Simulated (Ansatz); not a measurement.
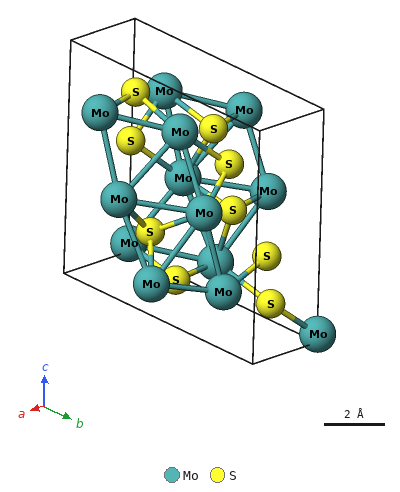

**Figure 1.** The structure (ball-and-stick view of the cell of the calculation, set on other vectors, seen slightly off an axis). An atom can appear more than once, as a periodic image.

Run report: Mo7S9, density-of-states calculation

System: Mo7S9 (P1, 16 atoms in the cell).
Method: DFT PBE+D3(BJ), scalar-relativistic, plane waves, PAW, no spin polarisation (Ansatz 0.2.0).

The structure was built on a prototype by a generator; it need not be a known phase. It belongs to a series of runs on one base structure; here: 5 of 14 S atoms taken out at random, relaxed.

What the program printed
```
scf.n_extra_bands = 8 over 76 filled bands (N_el = 152.0): the run solves 84 bands
Engine: ansatz 0.2.0, x86_64-unknown-linux-gnu
Pseudopotentials: kind: paw
Pseudopotential: Mo, paw, valence charge 14, recommended cutoff 420 eV (normal), Mo.paw.azcp
Pseudopotential: S, paw, valence charge 6, recommended cutoff 420 eV (normal), S.paw.azcp
Functional definition: PBE
  parameter kappa = 0.804
  parameter beta = 0.06672455060314922
  exchange = pbe_x(kappa = kappa, mu = beta*pi^2/3)
  correlation = pbe_c(beta = beta)
Crystal: 16 atoms, lattice volume = 299.924 Å³
Basis set: ecut = 420 eV, 5867 PW (Γ), exchange–correlation on 108×108×96 points (8 copies of the dense FFT grid, shifted against one another)
Bands: 84, of which v1, the nominal top of the filled ones, is band 76 counted from 1 (75 counted from 0)
Symmetry: 1 space group operations
Space group: P1 (ITA 1), of the structure as read, at distance tolerance 6.7e-5 Å
k-points: 63 of 125 (time reversal used)
Non-local potential: Mo, projectors of the file, l = 0: 3, l = 1: 2, l = 2: 2, l = 3: 1
Non-local potential: S, projectors of the file, l = 0: 2, l = 1: 2, l = 2: 2
PAW form: soft (Blöchl's): semilocal exchange-correlation on the pseudo side does not see the compensation charge
PAW one-centre angular grid: Mo, 590 points (default); XC on 64 Gauss nodes
PAW one-centre angular grid: S, 110 points (default); XC on 64 Gauss nodes
Initial density: superposition of atomic densities (neutral atoms: chi_scale 0, normalization atom), corrected by the library's trained network
Initial wavefunctions: pseudopotential atomic-orbital guess
Functional: x = pbe(κ = 0.804, μ = 0.2195149727645171), c = pbe(β = 0.06672455060314922)
SCF iter   1: F=—  HF=-42823.631504 eV  |F-HF|=—  |Δ(HF+E_count)|=         —  Δρ=1.04e-2  dr2=2.76e-1  ethr=1.77e-3  ⟨swp⟩=7.2  Hψ=20747  notcnv=0
preconditioner: auto → LDOS  [insulator: Δε(μ)=0.104 eV  Ē_g=6.266 eV  σ=0.100 eV  W_gap=0.54  n_scr=72 (ndim 8)  ℏωp=21.0 eV  f_vac=0.047  D(μ)=1.97/eV (n_scr^D=6)  ε∞_Penn≈12.2  β→1.0]
SCF iter   2: F=—  HF=-42823.721691 eV  |F-HF|=—  |Δ(HF+E_count)|=   9.02e-2  Δρ=1.13e-2  dr2=1.20e0  ethr=1.81e-4  ⟨swp⟩=2.0  Hψ=11184  notcnv=0  defer=93  recentre
SCF iter   3: F=—  HF=-42823.615762 eV  |F-HF|=—  |Δ(HF+E_count)|=   1.06e-1  Δρ=4.85e-3  dr2=1.36e-1  ethr=1.81e-4  ⟨swp⟩=2.0  Hψ=8067  notcnv=0  defer=93
SCF iter   4: F=—  HF=-42823.609413 eV  |F-HF|=—  |Δ(HF+E_count)|=   6.35e-3  Δρ=1.32e-3  dr2=1.29e-2  ethr=8.97e-5  ⟨swp⟩=2.0  Hψ=6060  notcnv=0  defer=93
SCF iter   5: F=—  HF=-42823.608427 eV  |F-HF|=—  |Δ(HF+E_count)|=   9.86e-4  Δρ=4.90e-4  dr2=1.58e-3  ethr=8.46e-6  ⟨swp⟩=2.0  Hψ=6946  notcnv=0  defer=93
SCF iter   6: F=—  HF=-42823.608355 eV  |F-HF|=—  |Δ(HF+E_count)|=   7.17e-5  Δρ=1.21e-4  dr2=5.92e-5  ethr=1.04e-6  ⟨swp⟩=2.0  Hψ=8026  notcnv=0  defer=93
SCF iter   7: F=—  HF=-42823.608302 eV  |F-HF|=—  |Δ(HF+E_count)|=   5.28e-5  Δρ=5.06e-5  dr2=8.43e-6  ethr=3.89e-8  ⟨swp⟩=2.0  Hψ=7925  notcnv=0  defer=89
SCF iter   8: F=—  HF=-42823.608304 eV  |F-HF|=—  |Δ(HF+E_count)|=   2.29e-6  Δρ=2.22e-5  dr2=1.60e-6  ethr=5.55e-9  ⟨swp⟩=2.0  Hψ=7334  notcnv=0  defer=89
SCF iter   9: F=—  HF=-42823.608305 eV  |F-HF|=—  |Δ(HF+E_count)|=   6.46e-7  Δρ=9.02e-6  dr2=2.38e-7  ethr=1.05e-9  ⟨swp⟩=2.0  Hψ=7359  notcnv=0  defer=89
SCF iter  10: F=—  HF=-42823.608305 eV  |F-HF|=—  |Δ(HF+E_count)|=   1.46e-7  Δρ=5.06e-6  dr2=1.13e-7  ethr=6.58e-11  ⟨swp⟩=14.2  Hψ=39671  notcnv=0
SCF iter  11: F=-42823.608305 eV  HF=-42823.608305 eV  |F-HF|=2.02e-9  |Δ(HF+E_count)|=   2.57e-8  Δρ=1.86e-6  dr2=9.52e-9  ethr=6.58e-11  ⟨swp⟩=8.8  Hψ=34923  notcnv=0
SCF 1 converged in 11 iterations: F = -42823.608305 eV  dr2 = 9.52e-9
  greatest PAW one-centre occupation: 0.998 electrons in one spin orbital (limit 2), on the Mo atom at site 6 (counted from 0), in its partial waves of l = 0
```

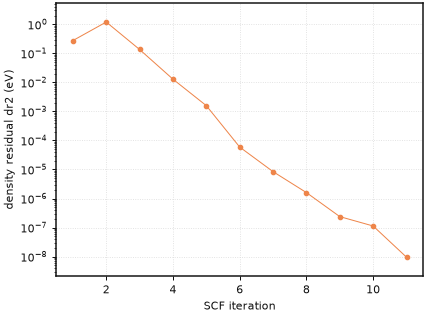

**Figure 2.** Convergence of the self-consistent field: density residual dr2 against the SCF iteration. The residual comes down, with one marked jump up, by a factor of about 4, at step 2.

```
SCF converged after 11 iterations
Free energy (F): -42823.608305 eV
Harris-Foulkes:  -42823.608305 eV  (|F-HF|=2.02e-9)
Internal energy: -42823.597593 eV  (E = F + TS)
E sigma→0 (E₀):  -42823.602949 eV
Entropy (-TS):   -0.010713 eV (-0.670 meV/atom)
Fermi energy:    11.384793 eV
--- Per-component energies (eV) ---
  E_band       = -1120.867624
  E_kinetic    = 4066.974293
  E_local      = -13050.127362  (includes V_loc(G=0)·N_el)
  E_nonlocal   = 1261.431538
  E_hartree    = 5025.024169
  E_xc         = -2161.614400
  E_vxc        = -2394.591929  (∫ρ·V_xc dr)
  E_paw        = -27813.588575  (= ΣΔE_a)
  E_vpaw       = -1054.600528  (= ΣTr[D̂ρ^β])
  E_aug_tail   = 0.000302  (compensation charges beyond the density's cutoff)
  E_ewald      = -10144.864525
  E_disp       = -6.833034  (pairwise vdW)
  E_smearing   = -0.010713  (= −TS)
  E_closure    = -0.000000  (closes the sum)
  Σ components = -42823.608305   (vs F -42823.608305, Δ=0.00e0)
--- Forces (eV/Å), atoms counted from 1 ---
  atom   1  Mo     0.00651852     0.01700527    -0.01682025
  atom   2  Mo     0.02204707    -0.03372871    -0.02023366
  atom   3  Mo    -0.00890059     0.00502289    -0.00952649
  atom   4  Mo     0.01004365     0.02479470     0.00909649
  atom   5  Mo    -0.01580201    -0.03210782    -0.00223751
  atom   6  Mo    -0.00141921    -0.01569227    -0.00777974
  atom   7  Mo     0.00769743     0.04071339     0.03472022
  atom   8  S      0.00211664     0.00133815     0.00429357
  atom   9  S     -0.00841687     0.00465578     0.00048136
  atom  10  S     -0.00034555    -0.01230641     0.01082859
  atom  11  S     -0.02248213    -0.00996361     0.00189671
  atom  12  S      0.01416502    -0.00619529     0.00223653
  atom  13  S     -0.02034582     0.02661711     0.00589835
  atom  14  S     -0.00729152    -0.00945545    -0.00250734
  atom  15  S      0.01052048     0.00523792    -0.00948917
  atom  16  S      0.01190653    -0.00593740    -0.00087523
  max |Σ_I F_I| component: 1.76e-5 eV/Å
--- Stress (GPa, compression-positive) ---
        0.022383      -0.066509      -0.000086
       -0.066509       0.033910       0.001800
       -0.000086       0.001800       0.056583
  P = ⅓ Tr σ = 0.0376 GPa (0.376 kbar)
--- Band table (eV; the first three rows and the last of 63) ---
  k-point 0: bands = ["-49.8927", "-49.8434", "-49.8105", "-49.7063", "-49.6907", "-49.6724", "-49.6015", "-24.4837", "-24.3234", "-24.2647", "-24.2356", "-24.1741", "-24.1122", "-24.0324", "-23.9937", "-23.9924", "-23.9323", "-23.8759", "-23.8493", "-23.8233", "-23.7996", "-23.7757", "-23.7423", "-23.6764", "-23.6218", "-23.5789", "-23.4491", "-23.2442", "-3.5558", "-2.3799", "-2.1863", "-2.1648", "-1.9621", "-1.9074", "-1.6919", "-1.5354", "-1.2932", "4.5106", "4.8166", "5.2176", "5.2878", "5.5085", "5.7323", "5.9674", "6.1191", "6.2670", "6.3695", "6.5823", "6.6961", "6.8824", "6.9273", "7.1572", "7.2693", "7.4448", "7.6034", "7.6704", "7.7795", "7.9739", "8.0665", "8.1855", "8.3221", "8.7482", "8.9428", "8.9614", "9.1061", "9.3164", "9.5069", "9.5998", "9.7444", "9.7727", "10.2787", "10.4871", "10.8011", "10.8659", "10.8848", "11.1086", "11.5254", "11.8055", "11.9572", "12.2278", "12.5355", "12.6308", "12.8079", "12.9992"]
  k-point 1: bands = ["-49.8901", "-49.8455", "-49.8109", "-49.7092", "-49.6888", "-49.6735", "-49.5997", "-24.4880", "-24.3539", "-24.2419", "-24.2156", "-24.1761", "-24.1139", "-24.0341", "-23.9952", "-23.9536", "-23.9309", "-23.8857", "-23.8709", "-23.8409", "-23.8165", "-23.7821", "-23.7296", "-23.6767", "-23.5950", "-23.5656", "-23.4636", "-23.2515", "-3.4464", "-2.4492", "-2.2548", "-2.1502", "-2.0308", "-1.8614", "-1.6753", "-1.5840", "-1.2577", "4.6460", "4.8517", "5.0347", "5.3182", "5.5925", "5.7835", "6.0213", "6.0555", "6.2047", "6.3540", "6.5259", "6.7536", "6.8717", "6.9169", "7.0258", "7.1795", "7.3817", "7.5433", "7.7248", "7.8970", "7.9757", "8.1503", "8.2508", "8.4474", "8.6864", "8.8837", "9.0308", "9.1096", "9.2655", "9.4483", "9.6575", "9.8123", "9.8920", "10.3682", "10.4381", "10.5822", "10.7719", "10.9295", "11.0971", "11.5321", "11.8106", "12.0641", "12.1879", "12.3513", "12.5618", "12.8618", "13.0810"]
  k-point 2: bands = ["-49.8853", "-49.8488", "-49.8121", "-49.7124", "-49.6879", "-49.6743", "-49.5969", "-24.4952", "-24.3645", "-24.2473", "-24.2216", "-24.1674", "-24.0759", "-24.0390", "-23.9792", "-23.9508", "-23.9198", "-23.8977", "-23.8813", "-23.8464", "-23.8234", "-23.8041", "-23.7267", "-23.6684", "-23.5905", "-23.5395", "-23.4819", "-23.2615", "-3.1615", "-2.7199", "-2.2692", "-2.2199", "-2.0611", "-1.8127", "-1.7322", "-1.5597", "-1.2251", "4.7373", "4.9394", "5.1457", "5.4164", "5.4702", "5.7353", "5.9004", "6.0012", "6.2492", "6.3562", "6.4708", "6.6563", "6.8083", "6.8601", "7.0441", "7.2007", "7.3214", "7.5593", "7.6819", "7.9206", "7.9858", "8.1800", "8.3803", "8.5504", "8.7167", "8.8789", "9.0118", "9.2454", "9.3582", "9.4470", "9.5846", "9.8545", "10.0163", "10.2121", "10.3267", "10.5455", "10.7644", "10.9325", "11.1542", "11.6040", "11.6331", "12.0806", "12.2752", "12.3440", "12.5323", "12.8319", "13.0249"]
  k-point 62: bands = ["-49.8867", "-49.8500", "-49.8115", "-49.7075", "-49.6912", "-49.6691", "-49.6016", "-24.4895", "-24.4127", "-24.2416", "-24.2198", "-24.1445", "-24.0739", "-24.0384", "-23.9830", "-23.9542", "-23.9231", "-23.8932", "-23.8715", "-23.8218", "-23.8042", "-23.7705", "-23.7412", "-23.6641", "-23.6045", "-23.5949", "-23.4837", "-23.2512", "-3.1958", "-2.8328", "-2.3317", "-2.1987", "-1.9494", "-1.8107", "-1.7171", "-1.5004", "-1.1972", "4.5620", "5.0410", "5.1729", "5.3806", "5.5098", "5.7545", "5.9090", "6.1426", "6.2748", "6.4634", "6.5983", "6.6875", "6.8564", "7.0060", "7.0810", "7.2232", "7.2964", "7.4547", "7.5594", "7.7619", "7.9952", "8.0805", "8.1848", "8.4507", "8.5855", "8.7602", "8.9951", "9.2043", "9.3750", "9.4847", "9.6309", "9.7954", "9.9546", "10.2668", "10.4744", "10.5986", "10.6819", "10.9050", "11.3186", "11.5283", "11.7407", "12.0539", "12.4434", "12.5613", "12.6996", "12.7798", "13.0012"]
--- Löwdin populations: 16 sites ---
  site symbol       q [e]
     0     Mo     13.7458
     1     Mo     13.7350
     2     Mo     13.7665
     3     Mo     13.7847
     4     Mo     13.8018
     5     Mo     13.7974
     6     Mo     13.7437
     7      S      6.1285
     8      S      6.0227
     9      S      6.0434
    10      S      5.9818
    11      S      5.9302
    12      S      6.1063
    13      S      6.1317
    14      S      6.0829
    15      S      6.0091
  spilling = 0.007819 (of n_electrons = 152.000000)
```

File populations.tsv
```
# site	symbol	l	j	q
# orbitals = lowdin
# n_electrons = 152.000000
# spilling = 0.007819
0	Mo	0_4S	-	1.962788
0	Mo	0_5S	-	0.549519
0	Mo	1_4P	-	5.988705
0	Mo	2_4D	-	5.244761
1	Mo	0_4S	-	1.959922
1	Mo	0_5S	-	0.583254
1	Mo	1_4P	-	5.981413
1	Mo	2_4D	-	5.210420
2	Mo	0_4S	-	1.960660
2	Mo	0_5S	-	0.521787
2	Mo	1_4P	-	5.988056
2	Mo	2_4D	-	5.295996
3	Mo	0_4S	-	1.960574
3	Mo	0_5S	-	0.531640
3	Mo	1_4P	-	5.992759
3	Mo	2_4D	-	5.299768
4	Mo	0_4S	-	1.962626
4	Mo	0_5S	-	0.520654
4	Mo	1_4P	-	5.992485
4	Mo	2_4D	-	5.326085
5	Mo	0_4S	-	1.963085
5	Mo	0_5S	-	0.557988
5	Mo	1_4P	-	5.991679
5	Mo	2_4D	-	5.284631
6	Mo	0_4S	-	1.959026
6	Mo	0_5S	-	0.577632
6	Mo	1_4P	-	5.985875
6	Mo	2_4D	-	5.221145
7	S	0_3S	-	1.770811
7	S	1_3P	-	4.357674
8	S	0_3S	-	1.745476
8	S	1_3P	-	4.277212
9	S	0_3S	-	1.768121
9	S	1_3P	-	4.275317
10	S	0_3S	-	1.749507
10	S	1_3P	-	4.232311
11	S	0_3S	-	1.765880
11	S	1_3P	-	4.164366
12	S	0_3S	-	1.777807
12	S	1_3P	-	4.328498
13	S	0_3S	-	1.768578
13	S	1_3P	-	4.363099
14	S	0_3S	-	1.745398
14	S	1_3P	-	4.337501
15	S	0_3S	-	1.757759
15	S	1_3P	-	4.251298
```

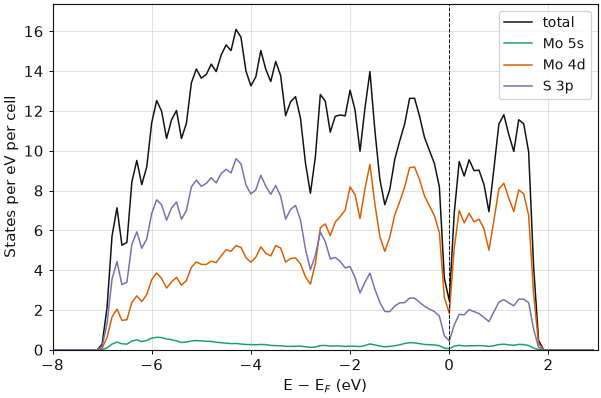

**Figure 3.** Density of states (projected on Löwdin-orthogonalised atomic shells), with energies from the Fermi level.

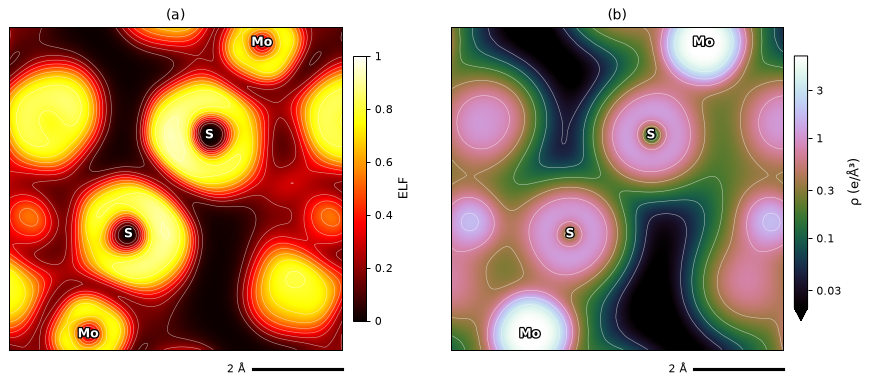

**Figure 4.** (a) electron localisation function; (b) valence charge density (pseudo) on the (001) plane of the conventional cell. The section cuts through Mo and S sites. Mo–S (2.39 Å): the density is about 0.59 e/Å³ at the midpoint; the ELF is about 0.35 at the midpoint. Mo–S (2.42 Å): ρ at the midpoint is about 0.55 e/Å³; the ELF is about 0.35 at the midpoint. Away from the nuclei the density in this plane falls to 0.01 e/Å³ at its lowest. The strong features right at Mo lie inside the PAW spheres (semicore, d or f shells) and say nothing about bonding. The fields are those of the smooth PAW valence density.

This output came from the following input.

The input
```yaml
crystal:
  lattice:
    - [2.186926, 4.569959, -6.177227]
    - [3.063642, -3.195248, -6.171027]
    - [-3.709213, -1.065212, -5.542288]
  atoms:
    - { symbol: Mo, position: [0.4566595988, 0.8151350889, 0.7104368025] }
    - { symbol: Mo, position: [0.7769023042, 0.4220846954, 0.9052309475] }
    - { symbol: Mo, position: [0.173802082, 0.2537103889, 0.6053890776] }
    - { symbol: Mo, position: [0.859703102, 0.6707105602, 0.4373138327] }
    - { symbol: Mo, position: [0.2477507851, 0.5892789845, 0.1652732817] }
    - { symbol: Mo, position: [0.5724080895, 0.1473439045, 0.2657091984] }
    - { symbol: Mo, position: [0.9515260266, 0.0277462805, 0.9661469147] }
    - { symbol: S, position: [0.9520855177, 0.6885014387, 0.040122794] }
    - { symbol: S, position: [0.4773742728, 0.4547235152, 0.8524666506] }
    - { symbol: S, position: [0.5459086245, 0.8152397181, 0.3372704927] }
    - { symbol: S, position: [0.8747297266, 0.2899613021, 0.5854386834] }
    - { symbol: S, position: [0.2477910325, 0.2381076419, 0.250941802] }
    - { symbol: S, position: [0.1537168164, 0.5986973355, 0.543766476] }
    - { symbol: S, position: [0.5817953812, 0.4606253523, 0.2562598292] }
    - { symbol: S, position: [0.2538507118, 0.9761627631, 0.0019118759] }
    - { symbol: S, position: [0.7051164707, 0.9344414401, 0.6158019055] }
basis:
  ecutwfc: 420
kpoints:
  mp_grid: { grid: [5, 5, 5] }
hamiltonian:
  xc: pbe
  dispersion: d3bj
scf:
  occupations: { method: gaussian, width: 0.1 }
  n_extra_bands: 8
output:
  forces: true
  stress: true
  eigenvalues: true
  populations: true
  dos:
    method: { smearing: { sigma: 0.1, scheme: gaussian } }
    projected: true
    de: 0.02
  write_density: true
  write_potential: true
  elf: true
  volumetric_format: npy
```

Launch command:
```bash
ansatz run input.yaml --threads 4 --pin off --max-ram 9216MiB --backend cpu --events-out ev --progress --plain --runs-dir out
```

Summary

| quantity | value |
| --- | --- |
| outcome | converged |
| space group (tolerance 0.01 Å) | P1 (1) |
| electrons treated | 152 |
| free energy | −42823.6083 eV |
| Fermi energy | 11.385 eV |
| gap on the k-point mesh | 0.10 eV |
| pressure | 0.04 GPa |
| largest force (length of the vector) | 0.054 eV/Å |
| hardware | 4 threads of Intel Xeon (Granite Rapids), 32 GiB of memory available, shared host |
| wall time | 40 s (CPU time 2.6 min) |
| peak memory | 1.5 GiB |
